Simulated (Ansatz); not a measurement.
# Electron scattering at the Σ3 (112) boundary in fcc Rh with H (interstitial), part 2 of 2

Aim: the relaxed structure and the specific resistance of the Σ3 (112) boundary in fcc Rh with H (interstitial).

Ansatz 0.2.0; Ansatz plane-wave DFT, PBE, PAW files; relaxation of a bicrystal slab with its lowest layers held; PAW set soft_1 (the session's first sound run).

So far: The starting structure; Relaxing the bicrystal.

### 2. Relaxing the bicrystal (continued)

Step by step:

| step | energy less that of the first step (eV) | largest force component (eV/Å) |
| --- | --- | --- |
| 1 | 0.0000 | 0.8273 |
| 2 | -0.3705 | 0.3819 |
| 3 | -0.5682 | 0.5044 |
| 4 | -0.6865 | 0.3668 |
| 5 | -0.7824 | 0.1662 |
| 6 | -0.8406 | 0.1918 |
| 7 | -0.8882 | 0.1175 |
| 8 | -0.9329 | 0.0941 |
| 9 | -0.9634 | 0.1105 |
| 10 | -0.9708 | 0.0572 |
| 11 | -0.9719 | 0.0420 |
| 12 | -0.9724 | 0.0158 |

Forces are held to the 2 operations that the run works with; a distortion that breaks them can't arise in this run.

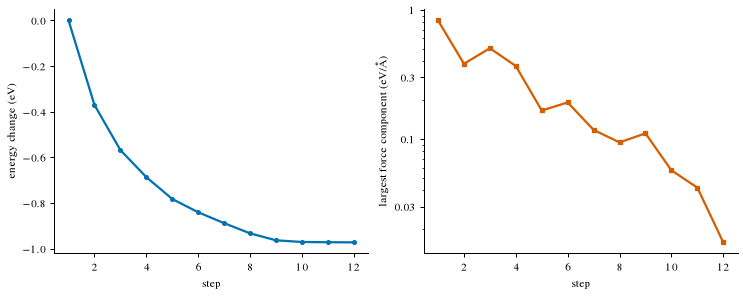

Energy and largest force along the relaxation.

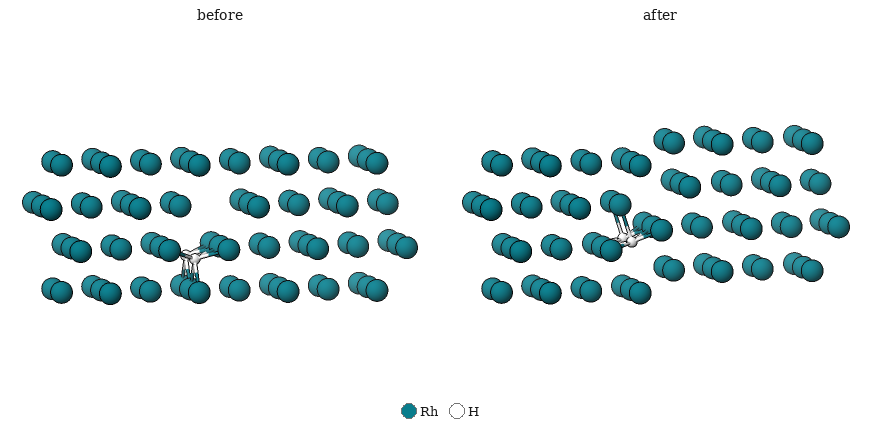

The structure before and after the relaxation, drawn at the same scale. Bonds to atoms that aren't drawn are left out.

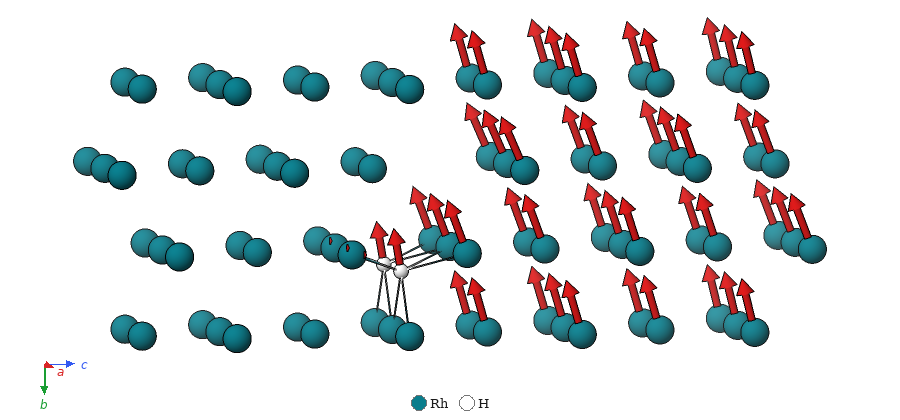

Displacements in the relaxation, exaggerated; the longest in the cell stands for 1.16 Å. Bonds to atoms that aren't drawn are left out. 2×1×1 cells are drawn. Some periodic images of atoms are drawn too.

The atoms that moved most (Å):

| atom | dx | dy | dz | length |
| --- | --- | --- | --- | --- |
| Rh25 | 0.000 | -1.079 | -0.416 | 1.156 |
| Rh15 | 0.000 | -1.036 | -0.455 | 1.131 |
| Rh16 | 0.000 | -1.047 | -0.387 | 1.117 |
| Rh21 | 0.000 | -1.048 | -0.380 | 1.115 |
| Rh24 | 0.000 | -1.035 | -0.386 | 1.104 |
| Rh18 | 0.000 | -1.031 | -0.385 | 1.101 |
| Rh19 | 0.000 | -1.037 | -0.339 | 1.090 |
| Rh13 | 0.000 | -1.017 | -0.381 | 1.086 |

The relaxed structure:

```cif
data_structure
_symmetry_space_group_name_H-M 'P 1'
_symmetry_Int_Tables_number 1
_cell_length_a 2.6892
_cell_length_b 6.5872
_cell_length_c 29.6313
_cell_angle_alpha 90.000
_cell_angle_beta 90.000
_cell_angle_gamma 90.000
_cell_volume 524.89
loop_
_atom_site_label
_atom_site_type_symbol
_atom_site_fract_x
_atom_site_fract_y
_atom_site_fract_z
_atom_site_occupancy
Rh1 Rh 0.00000 0.33333 0.16874 1
Rh2 Rh 0.50000 0.00000 0.19494 1
Rh3 Rh 0.00000 0.66667 0.22114 1
Rh4 Rh 0.50000 0.33333 0.24734 1
Rh5 Rh 0.00000 0.99579 0.27348 1
Rh6 Rh 0.50000 0.66490 0.30010 1
Rh7 Rh 0.00000 0.33280 0.32537 1
Rh8 Rh 0.50000 0.99855 0.35289 1
Rh9 Rh 0.00000 0.66692 0.38101 1
Rh10 Rh 0.50000 0.32372 0.40475 1
Rh11 Rh 0.00000 0.00392 0.43235 1
H12 H 0.50000 0.61555 0.42555 1
Rh13 Rh 0.00000 0.51232 0.47027 1
Rh14 Rh 0.50000 0.84222 0.49927 1
Rh15 Rh 0.00000 0.17612 0.52018 1
Rh16 Rh 0.50000 0.50765 0.54865 1
Rh17 Rh 0.00000 0.84265 0.57742 1
Rh18 Rh 0.50000 0.17679 0.60114 1
Rh19 Rh 0.00000 0.50931 0.62889 1
Rh20 Rh 0.50000 0.84189 0.65619 1
Rh21 Rh 0.00000 0.17418 0.67989 1
Rh22 Rh 0.50000 0.51067 0.70728 1
Rh23 Rh 0.00000 0.84498 0.73663 1
Rh24 Rh 0.50000 0.17627 0.75828 1
Rh25 Rh 0.00000 0.50285 0.78347 1
```

Numbers from this step:

```
free energy             : -153680.5063 eV
energy at zero smearing : -153679.8914 eV
Fermi energy            : 12.31 eV
```

The largest force component on a free atom ends at 0.016 eV/Å, under the tolerance of 0.03, after 12 steps.

### 3. Transmission across the boundary

This step: Ansatz plane-wave DFT, PBE, PAW files; ballistic transport by layer matching (Landauer), zero bias; boundary relaxed in a short slab, bulk layers laid on; PAW set soft_1 (Ansatz 0.2.0).

System of this step: Σ3 (112) boundary in fcc Rh with H (interstitial). The cell holds 56 atoms: 55 Rh and 1 H. Cell: a = 2.689 Å, b = 6.587 Å, c = 50.358 Å, α = 90.0°, β = 90.0°, γ = 90.0°. It derives from Rh. Regions: lower grain, 22 atoms (22 Rh); boundary, 16 atoms (15 Rh and 1 H); upper grain, 18 atoms (18 Rh). Vacuum lies along c.

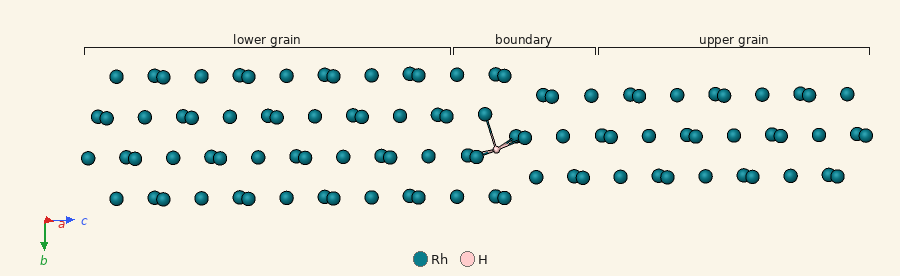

The cell of this step (rhodium blue, hydrogen pink). Some periodic images of atoms are drawn too.

File input.yaml:

```yaml
crystal:
  lattice:
    - [2.6891977995, 0.0, 0.0]
    - [0.0, 6.5871624263, 0.0]
    - [0.0, 0.0, 50.3581911895]
  atoms:
    - { symbol: Rh, position: [-14.5000000004, 9.6666666668, 0.0794309705] }
    - { symbol: Rh, position: [-14.0000000004, 9.3333333335, 0.0948466262] }
    - { symbol: Rh, position: [-13.5000000004, 9.0000000002, 0.1102622819] }
    - { symbol: Rh, position: [-13.0000000004, 8.6666666668, 0.1256779376] }
    - { symbol: Rh, position: [-12.5000000003, 8.3333333335, 0.1410935933] }
    - { symbol: Rh, position: [-12.0000000003, 8.0000000002, 0.156509249] }
    - { symbol: Rh, position: [-11.5000000003, 7.6666666668, 0.1719249047] }
    - { symbol: Rh, position: [-11.0000000003, 7.3333333335, 0.1873405604] }
    - { symbol: Rh, position: [-10.5000000003, 7.0000000001, 0.2027562161] }
    - { symbol: Rh, position: [-10.0000000002, 6.6666666668, 0.2181718718] }
    - { symbol: Rh, position: [-9.5000000002, 6.3333333335, 0.2335875275] }
    - { symbol: Rh, position: [-9.0000000002, 6.0000000001, 0.2490031831] }
    - { symbol: Rh, position: [-8.5000000002, 5.6666666668, 0.2644188388] }
    - { symbol: Rh, position: [-8.0000000002, 5.3333333334, 0.2798344945] }
    - { symbol: Rh, position: [-7.5000000001, 5.0000000001, 0.2952501502] }
    - { symbol: Rh, position: [-7.0000000001, 4.6666666668, 0.3106658059] }
    - { symbol: Rh, position: [-6.5000000001, 4.3333333334, 0.3260814616] }
    - { symbol: Rh, position: [-6.0000000001, 4.0000000001, 0.3414971173] }
    - { symbol: Rh, position: [-5.5000000001, 3.6666666668, 0.356912773] }
    - { symbol: Rh, position: [-5.0000000001, 3.3333333334, 0.3723284287] }
    - { symbol: Rh, position: [-4.5, 3.0000000001, 0.3877440844] }
    - { symbol: Rh, position: [-4.0, 2.6666666667, 0.4031597401] }
    - { symbol: Rh, position: [0.5, 0.3333333334, 0.4185753958] }
    - { symbol: Rh, position: [1.0, -0.0042129519, 0.4339590727] }
    - { symbol: Rh, position: [0.5, 0.6648985513, 0.4496216403] }
    - { symbol: Rh, position: [1.0, 0.3328000653, 0.4644885221] }
    - { symbol: Rh, position: [0.5, -0.0014509685, 0.4806822295] }
    - { symbol: Rh, position: [1.0, 0.6669171345, 0.4972284966] }
    - { symbol: Rh, position: [0.5, 0.3237232757, 0.5111966562] }
    - { symbol: Rh, position: [0.0, 0.0039212245, 0.5274392544] }
    - { symbol: H, position: [0.5, 0.6155479516, 0.5234355832] }
    - { symbol: Rh, position: [1.0, 0.5123242436, 0.5497508695] }
    - { symbol: Rh, position: [0.5, -0.1577841121, 0.5668183422] }
    - { symbol: Rh, position: [1.0, 0.1761160294, 0.5791210404] }
    - { symbol: Rh, position: [0.5, 0.5076517955, 0.5958724233] }
    - { symbol: Rh, position: [1.0, -0.1573489262, 0.6128028648] }
    - { symbol: Rh, position: [0.5, 0.1767900087, 0.6267582516] }
    - { symbol: Rh, position: [1.0, 0.5093098279, 0.643087227] }
    - { symbol: Rh, position: [-4.5, 2.8426431612, 0.6585028827] }
    - { symbol: Rh, position: [-5.0, 3.1759764946, 0.6739185384] }
    - { symbol: Rh, position: [-5.5000000001, 3.5093098279, 0.6893341941] }
    - { symbol: Rh, position: [-6.0000000001, 3.8426431612, 0.7047498498] }
    - { symbol: Rh, position: [-6.5000000001, 4.1759764946, 0.7201655055] }
    - { symbol: Rh, position: [-7.0000000001, 4.5093098279, 0.7355811612] }
    - { symbol: Rh, position: [-7.5000000001, 4.8426431613, 0.7509968169] }
    - { symbol: Rh, position: [-8.0000000001, 5.1759764946, 0.7664124725] }
    - { symbol: Rh, position: [-8.5000000002, 5.5093098279, 0.7818281282] }
    - { symbol: Rh, position: [-9.0000000002, 5.8426431613, 0.7972437839] }
    - { symbol: Rh, position: [-9.5000000002, 6.1759764946, 0.8126594396] }
    - { symbol: Rh, position: [-10.0000000002, 6.509309828, 0.8280750953] }
    - { symbol: Rh, position: [-10.5000000002, 6.8426431613, 0.843490751] }
    - { symbol: Rh, position: [-11.0000000003, 7.1759764946, 0.8589064067] }
    - { symbol: Rh, position: [-11.5000000003, 7.509309828, 0.8743220624] }
    - { symbol: Rh, position: [-12.0000000003, 7.8426431613, 0.8897377181] }
    - { symbol: Rh, position: [-12.5000000003, 8.1759764946, 0.9051533738] }
    - { symbol: Rh, position: [-13.0000000003, 8.509309828, 0.9205690295] }
kpoints:
  mp_grid: { grid: [9, 4, 1] }
hamiltonian:
  xc: pbe
  pseudopotentials: { kind: paw, azcp: { folder: soft_1 } }
scf:
  occupations: { method: fermi_dirac, width: 0.1 }
output:
  transmission:
    leads: [[12, 13], [45, 46]]
    kmesh: [24, 10]
    e_range: [-0.1, 0.1]
    de: 0.05
  write_potential: true
  write_density: true
  volumetric_format: npy
  elf: true
```

The run is started by

```bash
$ ansatz run input.yaml --threads 4 --pin off --max-ram 15360MiB --backend cpu --events-out ev --progress --plain --runs-dir out
```

Numbers of over 12 decimals in the logs are rounded to 6 here.

Log:

```text
[...]
Crystal: 56 atoms, lattice volume = 892.054 Å³
Basis set: ecut = 420 eV, 17475 PW (Γ)
Bands: 562, of which v1, the nominal top of the filled ones, is band 468 counted from 1 (467 counted from 0)
Symmetry: 2 space group operations
[...]
k-points: 15 of 36 (time reversal used)
[...]
SCF iter   1: F=—  HF=-352197.487547 eV  |F-HF|=—  |Δ(HF+E_count)|=         —  Δρ=9.95e-2  dr2=1.30e2  ethr=3.10e-3  ⟨swp⟩=5.9  Hψ=27591  notcnv=0  defer=362
[...]
SCF iter  12: F=-352171.960455 eV  HF=-352171.960455 eV  |F-HF|=3.59e-8  |Δ(HF+E_count)|=   1.02e-8  Δρ=1.39e-6  dr2=4.74e-8  ethr=1.07e-11  ⟨swp⟩=11.2  Hψ=25000  notcnv=0
SCF 1 converged in 12 iterations: F = -352171.960455 eV  dr2 = 4.74e-8
[...]
transmission: 578 of 5772 steps passed
transmission: 1156 of 5772 steps passed
[...]
transmission: 5772 of 5772 steps passed
WARN: The input density's exchange-correlation potential varies sharply where the density is thin. Do not read a vacuum level from v_tot or v_xc, or from such a field of the output density. On a cell that repeats whose density bears no net charge and no dipole along the vacuum's axis use v_es (v_loc + v_h of the components); under efield.dipole_correction with no amplitude use v_es + v_field, which holds any external [...]
SCF converged after 12 iterations
the last check of whether an eigenvalue changes by more than its tolerance under the output density was not made (no_room)
Free energy (F): -352171.960455 eV
[...]
Internal energy: -352169.372402 eV  (E = F + TS)
E sigma→0 (E₀):  -352170.666429 eV
Entropy (-TS):   -2.588052 eV (-46.215 meV/atom)
Fermi energy:    18.271908 eV
[...]
--- Band table (eV; the first three rows and the last of 15) ---
  k-point 0: bands = [... 464 lower, 17.9648, 17.9790, 17.9910, 18.0188, 18.0278, 18.0837, 18.1117, 18.1622, ... 90 higher]
  k-point 1: bands = [... 464 lower, 17.9487, 17.9512, 17.9668, 17.9955, 18.0088, 18.0275, 18.0509, 18.0670, ... 90 higher]
  k-point 2: bands = [... 464 lower, 17.7737, 17.7883, 17.8279, 17.8373, 17.9014, 17.9179, 17.9471, 17.9910, ... 90 higher]
  k-point 14: bands = [... 464 lower, 18.7766, 18.7922, 18.7959, 18.7992, 18.8165, 18.8247, 18.8307, 18.8482, ... 90 higher]
--- Transmission ---
  basis      : 159 plane waves across, 74 finite elements along
  points     : 78, standing for a mesh of 24 x 10
  energies   : 5 from -0.100000 to 0.100000 eV about the Fermi level, 0.050000 eV apart; the leads are filled to 0.000000 eV, and channels, transmission and decay are at 0.000000 eV
  crystal 0  : Rh3, at the sites [12, 13], period 2.3289 Å, over 17.86 Å; its Hamiltonian steps by up to 16.0 meV
    offset         : up to 0.0000 Å between an atom of the period and one for which it stands
    channels       : 5.175000e0 a spin
    conductance    : none, the energies end too early or step too widely for 300 K: set another output.transmission.e_range or a lower de, or, where they end at an eighth of basis.ecutwfc, a higher one
[...]
channels       : 5.191667e0 a spin
[...]
junction   : crystal 0 to crystal 1, 12.62 to 37.12 Å
    transmission   : 2.785718e0 a spin
[...]
```

Wall time 18 min (4 threads of Arm Neoverse V1, shared host); peak memory 10 GiB.

Numbers from this step:

| Property | Result |
| --- | --- |
| free energy | -352171.9605 eV |
| energy at zero smearing | -352170.6664 eV |
| Fermi energy | 18.27 eV |
| cell area | 17.71 Å² |
| transmission per spin nearest the Fermi level | 2.786 |
| open channels per spin nearest the Fermi level | 5.175 |
| open channels per spin, upper lead | 5.192 |
| step of the lead's potential | 16 meV |
| step of the upper lead's potential | 16.7 meV |

Per spin. Table of transmission, zone mean by energy, zero at the Fermi level:

| energy (eV) | transmission, zone mean |
| --- | --- |
| -0.1000 | 2.79 |
| -0.0500 | 2.77 |
| 0.0000 | 2.79 |
| 0.0500 | 2.85 |
| 0.1000 | 2.97 |

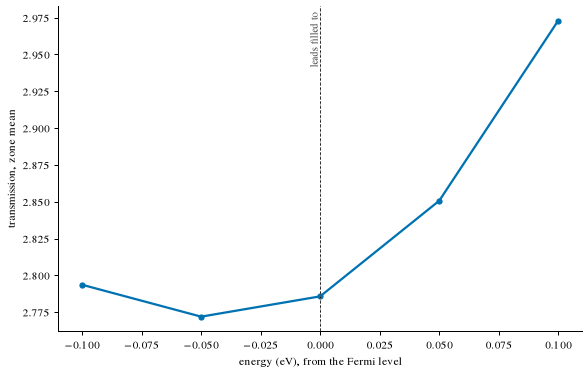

Transmission, zone mean, plotted against energy.

Per spin. Table of open channels, zone mean by energy, zero at the Fermi level:

| energy (eV) | lead | upper lead |
| --- | --- | --- |
| -0.1000 | 5.18 | 5.22 |
| -0.0500 | 5.24 | 5.21 |
| 0.0000 | 5.17 | 5.19 |
| 0.0500 | 5.22 | 5.22 |
| 0.1000 | 5.36 | 5.34 |

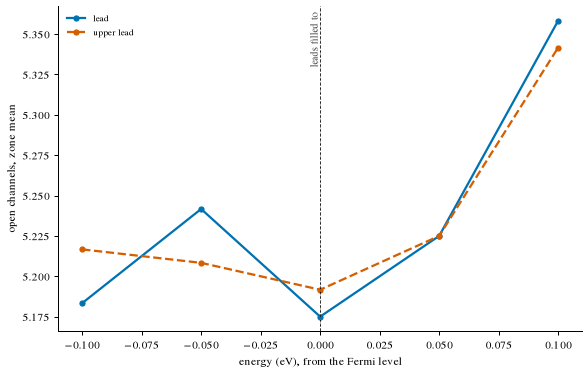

Open channels, zone mean against energy.

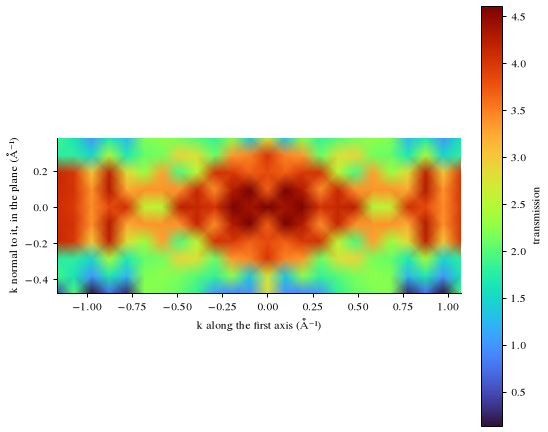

Transmission over k1 and k2. At 0.0000 eV from the Fermi level.

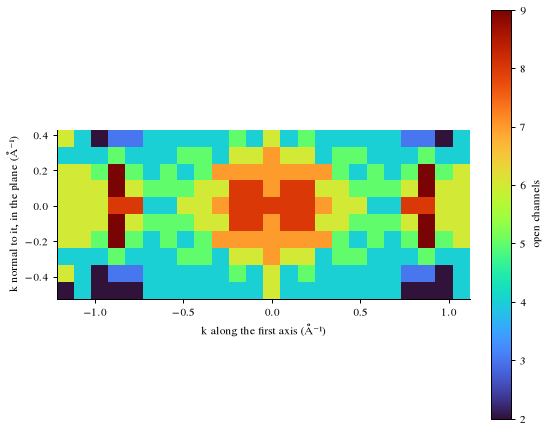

Open channels over k1 and k2. At 0.0000 eV from the Fermi level.

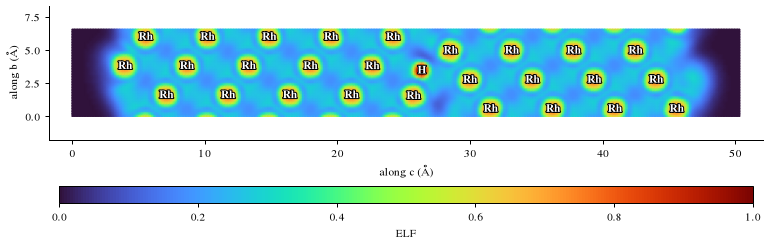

ELF in the cb plane at fractional x = 0.500, with atoms of Rh and H within 0.2 Å of it. It is the smooth field of the valence electrons, not physical close to the nuclei. The map starts off the cell's origin, so that atoms lie inside it.

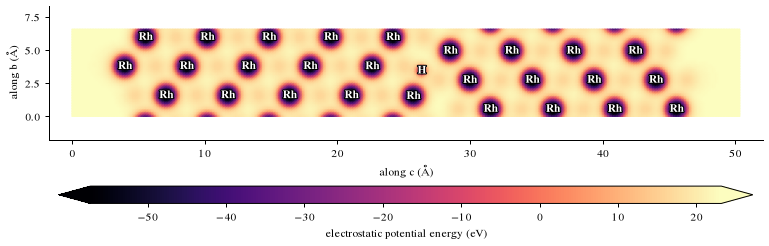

Electrostatic potential energy in the cb plane at fractional x = 0.500, with atoms of Rh and H within 0.2 Å of it. With pseudopotentials it is smooth inside the atoms' cores, unlike the true potential. The map starts off the cell's origin, so that atoms lie inside it.

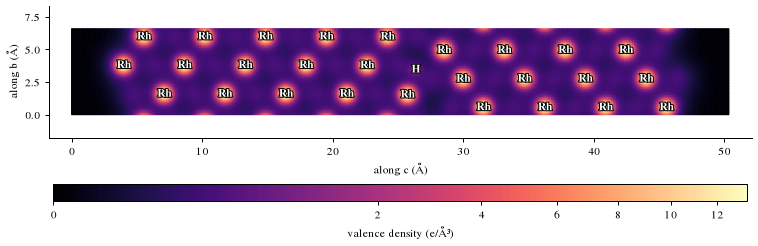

Valence density in the cb plane at fractional x = 0.500, with atoms of Rh and H within 0.2 Å of it. It is the smooth field of the valence electrons, not physical close to the nuclei. The map starts off the cell's origin, so that atoms lie inside it. The colour scale is stretched toward low values.

Over the solved energies the transmission per spin lies between 2.77 and 2.97, out of 5.24 channels of the lead on average (up to 5.36).

### 4. Specific resistance

This step: Ansatz plane-wave DFT, PBE, PAW files; ballistic transport by layer matching (Landauer), zero bias; specific resistance of the boundary; PAW set soft_1 (Ansatz 0.2.0).

Numbers from this step:

| Item | Value |
| --- | --- |
| area resistance | 0.3699 fΩ m² |
| T over the leads' mean channel count | 0.5414 |

Averaged over the energies near the Fermi level, 54.1 % of the channels pass, which makes 0.370 fΩ m².

By hand, with T and the leads' channels N averaged over the energies near the Fermi level: RA = A (h/2e²)(1/T − ½[1/N₁ + 1/N₂]) = 17.71×10⁻²⁰ m² × 12 906 Ω × (1/2.835 − ½[1/5.237 + 1/5.237]) = 0.370 fΩ m².

### 5. Results

- specific resistance of the boundary: 0.370 fΩ m²
- share of channels that pass: 0.541

What this shows: The boundary has a specific resistance of 0.37 fΩ m². The boundary reflects 46 % of the channels; 0.37 fΩ m² is 3.7×10⁻¹² Ω·cm². One H in 17.7 Å² of boundary is a high coverage. In the relaxation the upper grain slid sideways by about 1.0 Å, so the result belongs to the position that it found, not to the starting one. One starting structure was relaxed; another shift or atom count at the boundary may lie lower.

[Logs are printed without paths, hosts, clocks, repeated set-up lines and the standing remarks that a program may print on its own settings, such as how far it seeks lower states.]

[Hosts, paths, dates, database ids (printed as entryN), source tags and the programs' standing remarks are cut or masked in the printed files.]
